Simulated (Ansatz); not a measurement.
```yaml
crystal:
  lattice:
    - [3.15115, 0.00000, 0.00000]
    - [-1.57557, 2.72897, 0.00000]
    - [0.00000, 0.00000, 9.55034]
  atoms:
    - { symbol: Mg, position: [0.33333, 0.66667, 0.72644] }
    - { symbol: Mg, position: [0.00000, 0.00000, 0.00000] }
    - { symbol: Mg, position: [0.33333, 0.66667, 0.27356] }
    - { symbol: Si, position: [0.00000, 0.00000, 0.50000] }
```

Space group P-6m2; a structure generated by program, which may or may not match a known phase.

Method: Ansatz 0.2.0, DFT PBE, scalar-relativistic, plane waves, PAW.

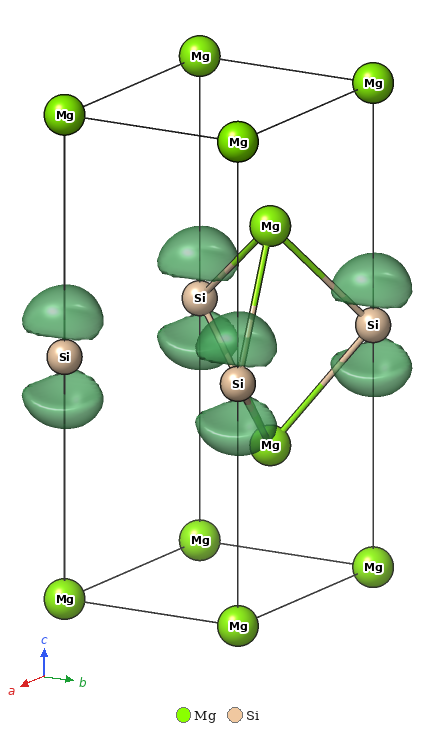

Mg$_{3}$Si. Isosurface of the ELF at 0.8 (green), seen at an oblique angle. Only the valence region is drawn (cores and ρ < 0.01 e/Å³ removed). Sticks mark near contacts.

Core electrons are frozen (PAW), and the valence fields are smoothed inside the atomic spheres.

**Identify the bonds, lone pairs and shells in this picture.**

At this value the surface marks out two regions wrapped around Si (the valence shell of each), counted in one cell of 4 atoms. Regions shared between cells count once. Along the contacts the grid gives the following. Mg–Si (2.83 Å): the ELF peaks at about 0.80 in the valence shell of Si, 1.0 Å from its nucleus, and is about 0.65 at the midpoint.

**Does the calculation make it a metal, or give it a gap?**

It is metallic or semimetallic at this level of theory: no gap opens.
